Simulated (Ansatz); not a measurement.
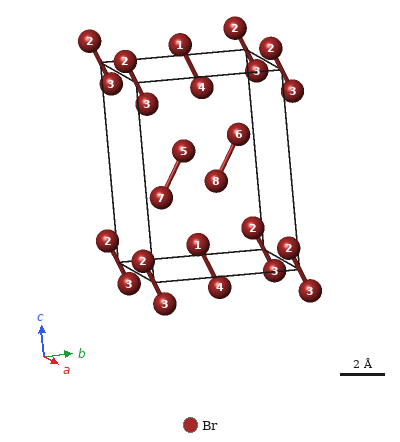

**Figure 1.** The input geometry (ball-and-stick view of the cell of the calculation, seen slightly off an axis; atoms are numbered from 1 in the order of the input). Near neighbours in the crystal (not all of them lie inside the picture): Br has 1 Br at 2.35 to 2.37 Å.

# Geometry relaxation of Br

Br (C2/m, 8 atoms in the cell), computed with DFT PBE+D3(BJ), scalar-relativistic, plane waves, PAW, no spin polarisation (Ansatz 0.2.0).

The structure derives from an entry of the Crystallography Open Database. It belongs to a series of runs on one base structure; here: 8 of 8 F sites taken by Br, cell and atoms relaxed. Figures and captions count atoms from 1; the log counts them from 0 in places.

The program's output
```
Engine: ansatz 0.2.0, aarch64-unknown-linux-gnu
Pseudopotentials: kind: paw
Pseudopotential: Br, paw, valence charge 7, recommended cutoff 420 eV (normal), Br.paw.azcp
Functional definition: PBE
  parameter kappa = 0.804
  parameter beta = 0.06672455060314922
  exchange = pbe_x(kappa = kappa, mu = beta*pi^2/3)
  correlation = pbe_c(beta = beta)
Crystal: 8 atoms, lattice volume = 259.228 Å³
Basis set: ecut = 420 eV, 5061 PW (Γ), exchange–correlation on 54×100×128 points (8 copies of the dense FFT grid, shifted against one another)
Bands: 36, of which v1, the nominal top of the filled ones, is band 28 counted from 1 (27 counted from 0)
Symmetry: 8 space group operations
Space group: C2/m (ITA 12), of the structure as read, at distance tolerance 6.4e-5 Å
k-points: 78 of 256
Non-local potential: Br, projectors of the file, l = 0: 2, l = 1: 2, l = 2: 2
PAW form: soft (Blöchl's): semilocal exchange-correlation on the pseudo side does not see the compensation charge
PAW one-centre angular grid: Br, 110 points (default); XC on 64 Gauss nodes
Initial density: superposition of atomic densities (neutral atoms: chi_scale 0, normalization atom), corrected by the library's trained network
Initial wavefunctions: pseudopotential atomic-orbital guess
Functional: x = pbe(κ = 0.804, μ = 0.2195149727645171), c = pbe(β = 0.06672455060314922)
SCF iter   1: F=—  HF=-22266.732030 eV  |F-HF|=—  |Δ(HF+E_count)|=         —  Δρ=2.42e-3  dr2=1.18e-2  ethr=1.77e-3  ⟨swp⟩=11.4  Hψ=16978  notcnv=0  defer=6
preconditioner: auto → Resta (q_TF=auto, 2.113 Å⁻¹)  ε∞=3.8  [insulator: Δε(μ)=0.599 eV  Ē_g=10.359 eV  σ=0.020 eV  W_gap=1.00  n_scr=44 (ndim 8)  ℏωp=17.3 eV  f_vac=0.005  D(μ)=0.00/eV (n_scr^D=0)  ε∞_Penn≈3.8]
SCF iter   2: F=—  HF=-22266.732145 eV  |F-HF|=—  |Δ(HF+E_count)|=   1.14e-4  Δρ=1.22e-3  dr2=3.18e-3  ethr=2.10e-5  ⟨swp⟩=2.6  Hψ=5426  notcnv=0  defer=311
SCF iter   3: F=—  HF=-22266.732532 eV  |F-HF|=—  |Δ(HF+E_count)|=   3.87e-4  Δρ=1.49e-4  dr2=7.09e-5  ethr=5.69e-6  ⟨swp⟩=2.9  Hψ=5023  notcnv=0  defer=311
SCF iter   4: F=—  HF=-22266.732710 eV  |F-HF|=—  |Δ(HF+E_count)|=   1.78e-4  Δρ=4.79e-5  dr2=1.03e-5  ethr=1.27e-7  ⟨swp⟩=3.0  Hψ=5265  notcnv=0  defer=311
SCF iter   5: F=—  HF=-22266.732721 eV  |F-HF|=—  |Δ(HF+E_count)|=   1.15e-5  Δρ=1.09e-5  dr2=4.44e-7  ethr=1.84e-8  ⟨swp⟩=2.0  Hψ=3965  notcnv=0  defer=311
SCF iter   6: F=-22266.732722 eV  HF=-22266.732722 eV  |F-HF|=1.93e-8  |Δ(HF+E_count)|=   4.55e-7  Δρ=4.16e-6  dr2=4.00e-8  ethr=1.79e-10  ⟨swp⟩=17.2  Hψ=24935  notcnv=0
SCF 1 converged in 6 iterations: F = -22266.732722 eV  dr2 = 4.00e-8
  greatest PAW one-centre occupation: 0.926 electrons in one spin orbital (limit 2), on the Br atom at site 3 (counted from 0), in its partial waves of l = 0
relax step   1: F+E_penalty+E_count = -22266.73272185 eV  Δ(F+E_penalty+E_count) = +0.000e0 eV  max|allowed force component| = 6.053e-3 eV/Å  Δτ_max = 0.0000 Å  P = -0.006 GPa  Ω = 259.228 Å³  (6 SCF iters, dr2 threshold 1.00e-7 eV, accepted)
Initial density: handed on by an earlier stage of this run
Initial wavefunctions: pseudopotential atomic-orbital guess (no wavefunctions were taken with the density)
iter 1 solved again at ethr=1.11e-6 eV; its pass at ethr=3.10e-3 eV (dr2=6.22e-4 eV) is discarded
SCF iter   1: F=—  HF=-22266.732603 eV  |F-HF|=—  |Δ(HF+E_count)|=         —  Δρ=4.01e-6  dr2=3.59e-8  ethr=1.11e-6  ⟨swp⟩=3.6  Hψ=23850  notcnv=0
eigensolver tolerance schedule: the retry pair's looser diagonalisation over-reported the residual by 17346.00 of it (diagonalisation noise at an unbounded share of the residual, at the tolerance the schedule requests for it); recorded, not acted on — ethr = c·dr2/N_el stays at c = 1.0e-1
preconditioner: auto → Resta (q_TF=auto, 2.113 Å⁻¹)  ε∞=3.8  [insulator: Δε(μ)=0.604 eV  Ē_g=10.356 eV  σ=0.020 eV  W_gap=1.00  n_scr=44 (ndim 8)  ℏωp=17.3 eV  f_vac=0.004  D(μ)=0.00/eV (n_scr^D=0)  ε∞_Penn≈3.8]
SCF iter   2: F=—  HF=-22266.732722 eV  |F-HF|=—  |Δ(HF+E_count)|=   1.19e-4  Δρ=2.50e-6  dr2=1.49e-8  ethr=6.40e-11  ⟨swp⟩=4.4  Hψ=8535  notcnv=0
SCF iter   3: F=—  HF=-22266.732722 eV  |F-HF|=—  |Δ(HF+E_count)|=   1.40e-8  Δρ=8.15e-7  dr2=1.39e-9  ethr=2.66e-11  ⟨swp⟩=2.2  Hψ=4731  notcnv=0
iter 4 did not close the SCF: its close was put off for the readings that it lacked (scf_convergence_deferred on its scf_iter line)
SCF iter   4: F=-22266.732722 eV  HF=-22266.732722 eV  |F-HF|=2.26e-10  |Δ(HF+E_count)|=  7.64e-10  Δρ=4.21e-7  dr2=3.47e-10  ethr=2.48e-12  ⟨swp⟩=2.9  Hψ=4947  notcnv=0
iter 5 did not close the SCF: its close was put off for the readings that it lacked (scf_convergence_deferred on its scf_iter line)
SCF iter   5: F=-22266.732722 eV  HF=-22266.732722 eV  |F-HF|=7.28e-12  |Δ(HF+E_count)|=  3.06e-10  Δρ=4.20e-8  dr2=6.62e-12  ethr=1.00e-12  ⟨swp⟩=2.7  Hψ=5264  notcnv=0
SCF iter   6: F=-22266.732722 eV  HF=-22266.732722 eV  |F-HF|=7.28e-12  |Δ(HF+E_count)|=  7.28e-12  Δρ=1.79e-8  dr2=6.28e-13  ethr=1.00e-12  ⟨swp⟩=5.6  Hψ=14168  notcnv=0
SCF 2 converged in 6 iterations: F = -22266.732722 eV  dr2 = 6.28e-13
relax step   2: F+E_penalty+E_count = -22266.73272186 eV  Δ(F+E_penalty+E_count) = -1.078e-8 eV  max|allowed force component| = 6.081e-3 eV/Å  Δτ_max = 0.0000 Å  P = -0.006 GPa  Ω = 259.228 Å³  stress off target by 4.50e-2 GPa  SCF on the basis re-selected at this cell (its energy is not comparable with the rows above)  (6 SCF iters)
```

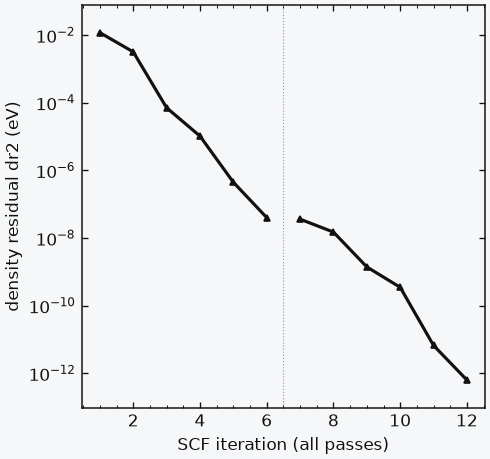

**Figure 2.** Convergence of the self-consistent field: density residual dr2 against the SCF iteration. The dotted lines part the SCF passes of the relaxation: geometry steps, rejected trials and re-solves on a re-selected basis. The passes take 6 and 6 iterations.

```
basis re-selected at this cell: Δ(F+E_penalty+E_count) = -1.078e-8 eV, ΔP = +0.000 GPa vs the last step (what re-selecting the basis moved, of the pressure what is left beyond the Pulay correction that the steps carried, after the strain that the cell walked since its last selection, with what the two solves' SCF thresholds leave and, on support functions, any second-order correction that the steps lacked; it is no measure of the basis error at this ecutwfc). This SCF's stress stands 4.50e-2 GPa from its target on what of the cell is left free (relax.cell.stress_tol is 1.50e-1 GPa) and its largest allowed force component is 6.08e-3 eV/Å (relax.f_tol is 1.50e-2 eV/Å): within both
SCF converged after 6 iterations
Free energy (F): -22266.732722 eV
Harris-Foulkes:  -22266.732722 eV  (|F-HF|=7.28e-12)
Internal energy: -22266.732722 eV  (E = F + TS)
E sigma→0 (E₀):  -22266.732722 eV
Fermi energy:    2.797437 eV
--- Per-component energies (eV) ---
  E_band       = -200.258821
  E_kinetic    = 1053.607258
  E_local      = -1805.505698  (includes V_loc(G=0)·N_el)
  E_nonlocal   = 562.354574
  E_hartree    = 449.059025
  E_xc         = -2103.428829
  E_vxc        = -813.018667  (∫ρ·V_xc dr)
  E_paw        = -17976.047746  (= ΣΔE_a)
  E_vpaw       = -95.814346  (= ΣTr[D̂ρ^β])
  E_aug_tail   = 0.000000  (compensation charges beyond the density's cutoff)
  E_ewald      = -2445.002751
  E_disp       = -1.768554  (pairwise vdW)
  E_smearing   = -0.000000  (= −TS)
  E_closure    = 0.000000  (closes the sum)
  Σ components = -22266.732722   (vs F -22266.732722, Δ=0.00e0)
--- Forces (eV/Å), atoms counted from 1 ---
  atom   1  Br    -0.00308653    -0.00000000     0.00359611
  atom   2  Br    -0.00308653    -0.00000000     0.00359611
  atom   3  Br     0.00308653     0.00000000    -0.00359611
  atom   4  Br     0.00308653     0.00000000    -0.00359611
  atom   5  Br     0.00336840    -0.00000000    -0.00608132
  atom   6  Br     0.00336840    -0.00000000    -0.00608132
  atom   7  Br    -0.00336840     0.00000000     0.00608132
  atom   8  Br    -0.00336840     0.00000000     0.00608132
  max |Σ_I F_I| component: 1.73e-18 eV/Å
--- Stress (GPa, compression-positive) ---
        0.017988       0.000000       0.013514
        0.000000       0.006273      -0.000000
        0.013514      -0.000000      -0.042068
  P = ⅓ Tr σ = -0.0059 GPa (-0.059 kbar)
--- Band table (eV; the first three rows and the last of 78) ---
  k-point 0: bands = ["-13.9028", "-13.5811", "-13.1905", "-13.0737", "-11.5795", "-11.2136", "-10.8521", "-10.4774", "-3.1985", "-2.9718", "-2.9369", "-1.4727", "-0.7258", "-0.6743", "-0.2877", "-0.1913", "0.0385", "0.2191", "0.3884", "0.4813", "0.6028", "0.9533", "1.1051", "1.6845", "1.7492", "1.8577", "2.0314", "2.1171", "3.0993", "3.9196", "4.5392", "4.6655", "7.9846", "8.5146", "8.9237", "9.0740"]
  k-point 1: bands = ["-13.8937", "-13.5822", "-13.2141", "-13.0712", "-11.5352", "-11.2228", "-10.8442", "-10.5123", "-3.1457", "-2.9944", "-2.8646", "-1.5745", "-0.8715", "-0.7993", "-0.3207", "-0.1162", "0.0943", "0.2191", "0.4966", "0.6025", "0.6086", "1.0544", "1.0750", "1.6488", "1.7322", "1.7500", "2.0314", "2.2225", "3.1554", "3.8584", "4.4656", "4.6052", "8.0458", "8.5281", "8.8054", "9.2156"]
  k-point 2: bands = ["-13.8694", "-13.5849", "-13.2712", "-13.0652", "-11.4172", "-11.2437", "-10.8265", "-10.6093", "-2.9941", "-2.9916", "-2.7315", "-1.8211", "-1.2275", "-0.9590", "-0.3779", "0.0529", "0.2134", "0.2192", "0.5281", "0.6015", "1.0018", "1.0191", "1.2927", "1.5349", "1.5642", "1.7518", "2.0314", "2.3643", "3.2978", "3.6936", "4.2790", "4.4499", "8.2008", "8.5642", "8.6656", "9.4379"]
  k-point 77: bands = ["-13.6336", "-13.6336", "-13.0807", "-13.0807", "-11.2311", "-11.2311", "-10.6421", "-10.6421", "-2.8895", "-2.8895", "-2.2659", "-2.2659", "-1.5000", "-1.5000", "-0.8621", "-0.8621", "-0.2822", "-0.2822", "0.1349", "0.1349", "0.6920", "0.6920", "0.9978", "0.9978", "1.3400", "1.3400", "1.7718", "1.7718", "3.5429", "3.5429", "4.4310", "4.4310", "9.1140", "9.1140", "9.6216", "9.6216"]
--- Relaxed structure (1 steps of the walk, 1 accepted, 1 SCFs on fresh bases) ---
  F+E_penalty+E_count = -22266.73272186 eV   max|allowed force component| = 6.081e-3 eV/Å   (the final SCF, on the basis selected at the relaxed cell)
  cell:  # Å, volume = 259.2278 Å³
    - [0.0, 4.0222521258, 0.0]
    - [-7.2111828191, 0.0, 0.572393607]
    - [0.87825758, -2.0111260629, 8.86757529]
  atoms:
    - { symbol: Br, position: [0.5587931643999999, 0.4255516174999999, 0.11758632880000001] }
    - { symbol: Br, position: [0.05879316439999999, 0.9255516175, 0.11758632879999999] }
    - { symbol: Br, position: [0.9412068356000001, 0.0744483825, 0.8824136711999999] }
    - { symbol: Br, position: [0.44120683559999996, 0.5744483825, 0.8824136711999999] }
    - { symbol: Br, position: [0.80890333965, 0.3265698889, 0.6178066793] }
    - { symbol: Br, position: [0.30890333964999994, 0.8265698889000002, 0.6178066792999999] }
    - { symbol: Br, position: [0.69109666035, 0.1734301111, 0.38219332069999995] }
    - { symbol: Br, position: [0.19109666034999997, 0.6734301111000001, 0.38219332069999995] }
```

Trajectory as extended XYZ (Å, eV, eV/Å), 2 frames, from step=1 to step=2
```
8
Lattice="0.0000 4.0223 0.0000 -7.2112 0.0000 0.5724 0.8783 -2.0111 8.8676" Properties=species:S:1:pos:R:3:forces:R:3 step=1 energy=-22266.73272 pressure_GPa=-0.01
Br   -2.9655    2.0111    1.2863   -0.0031   0.0000   0.0036
Br   -6.5711    0.0000    1.5725   -0.0031   0.0000   0.0036
Br    0.2381    2.0111    7.8675    0.0031   0.0000  -0.0036
Br   -3.3675    0.0000    8.1537    0.0031   0.0000  -0.0036
Br   -1.8124    2.0111    5.6654    0.0034   0.0000  -0.0061
Br   -5.4180    0.0000    5.9516    0.0034   0.0000  -0.0061
Br   -0.9150    2.0111    3.4884   -0.0034   0.0000   0.0061
Br   -4.5206    0.0000    3.7746   -0.0034   0.0000   0.0061
8
Lattice="0.0000 4.0223 0.0000 -7.2112 0.0000 0.5724 0.8783 -2.0111 8.8676" Properties=species:S:1:pos:R:3:forces:R:3 step=2 energy=-22266.73272 pressure_GPa=-0.01
Br   -2.9655    2.0111    1.2863   -0.0031   0.0000   0.0036
Br   -6.5711    0.0000    1.5725   -0.0031   0.0000   0.0036
Br    0.2381    2.0111    7.8675    0.0031   0.0000  -0.0036
Br   -3.3675    0.0000    8.1537    0.0031   0.0000  -0.0036
Br   -1.8124    2.0111    5.6654    0.0034   0.0000  -0.0061
Br   -5.4180    0.0000    5.9516    0.0034   0.0000  -0.0061
Br   -0.9150    2.0111    3.4884   -0.0034   0.0000   0.0061
Br   -4.5206    0.0000    3.7746   -0.0034   0.0000   0.0061
```

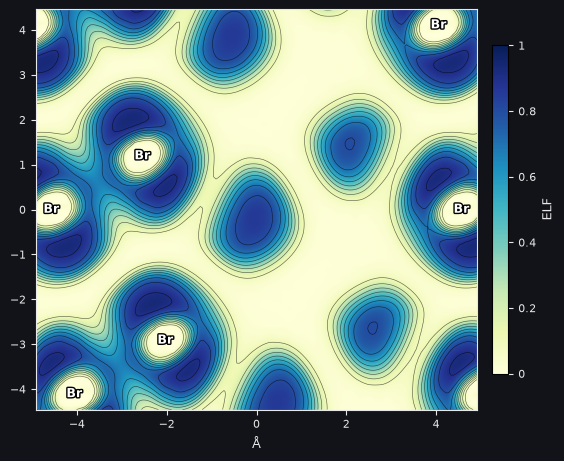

**Figure 3.** Electron localisation function on the (11̄0) plane of the calculation cell. The plane passes through Br nuclei. Br–Br (2.35 Å): the ELF peaks at about 0.75 between the atoms, which marks a shared electron pair. In a PAW calculation such maps are meaningful between the atoms, not at the nuclei.

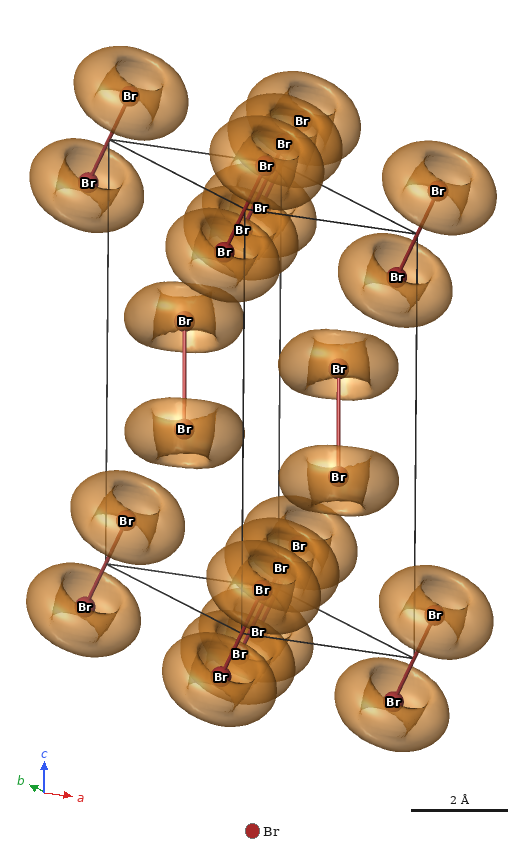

**Figure 4.** Isosurface of the ELF at 0.85 (orange), seen slightly off an axis. Only the valence region is drawn (cores and ρ < 0.01 e/Å³ removed). Sticks mark near contacts. The outline is the calculation cell. Values along the shortest contacts:

The run was set up as follows.

The input
```yaml
crystal:
  lattice:
    - [0.0, 4.0222521258, 0.0]
    - [-7.2111828191, 0.0, 0.572393607]
    - [0.87825758, -2.0111260629, 8.86757529]
  atoms:
    - { symbol: Br, position: [0.5587931644, 0.4255516175, 0.1175863288] }
    - { symbol: Br, position: [0.0587931644, 0.9255516175, 0.1175863288] }
    - { symbol: Br, position: [0.9412068356, 0.0744483825, 0.8824136712] }
    - { symbol: Br, position: [0.4412068356, 0.5744483825, 0.8824136712] }
    - { symbol: Br, position: [0.8089033397, 0.3265698889, 0.6178066793] }
    - { symbol: Br, position: [0.3089033397, 0.8265698889, 0.6178066793] }
    - { symbol: Br, position: [0.6910966603, 0.1734301111, 0.3821933207] }
    - { symbol: Br, position: [0.1910966603, 0.6734301111, 0.3821933207] }
basis:
  ecutwfc: 420
kpoints:
  mp_grid: { grid: [8, 4, 8] }
hamiltonian:
  xc: pbe
  dispersion: d3bj
scf:
  occupations: { method: gaussian, width: 0.02 }
output:
  forces: true
  stress: true
  eigenvalues: true
  write_density: true
  write_potential: true
  elf: true
  volumetric_format: npy
relax:
  adjacent_minimum: "off"
  f_tol: 0.015
  max_steps: 60
  cell: { stress_tol: 0.15 }
```

Command:
```bash
ansatz run input.yaml --threads 1 --pin off --max-ram 2560MiB --backend cpu --events-out ev --progress --plain --runs-dir out
```

Key numbers

| quantity | value |
| --- | --- |
| outcome | converged |
| space group (tolerance 0.01 Å) | C2/m (12) |
| electrons treated | 56 |
| free energy | −22266.7327 eV |
| Fermi energy | 2.797 eV |
| gap on the k-point mesh | 0.60 eV |
| pressure | −0.01 GPa |
| final volume | 259.23 Å³ |
| largest force (length of the vector) at the end | 0.007 eV/Å |
| final cell | a = 4.022 Å, b = 7.234 Å, c = 9.135 Å, α = 91.09°, β = 102.72°, γ = 90.00° |
| hardware | 1 thread of Arm Neoverse V1, 24 GiB of memory available, shared host |
| wall time | 1.8 min |
| peak memory | 0.75 GiB |
